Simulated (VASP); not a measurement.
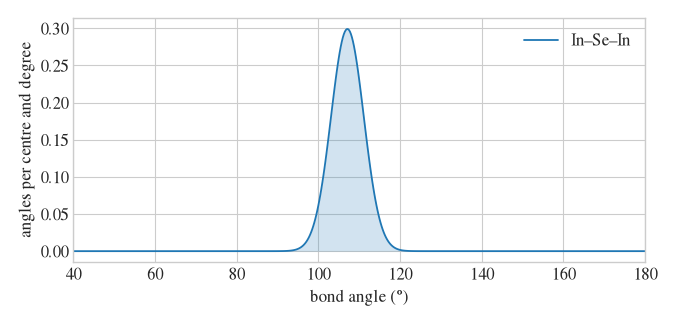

Bond-angle distributions computed from the structure of InSe; each angle is a Gaussian of σ = 4.0°. Bonds counted: In–Se up to 3.20 Å. Basis of the simulation: an entry of the Crystallography Open Database, as set up for an electronic-structure calculation.

> Give the groups of angles for each curve.

In–Se–In: 107° (3 per centre)

The structure has space group P6_3/mmc (No. 194); other forms of this composition would give other results.
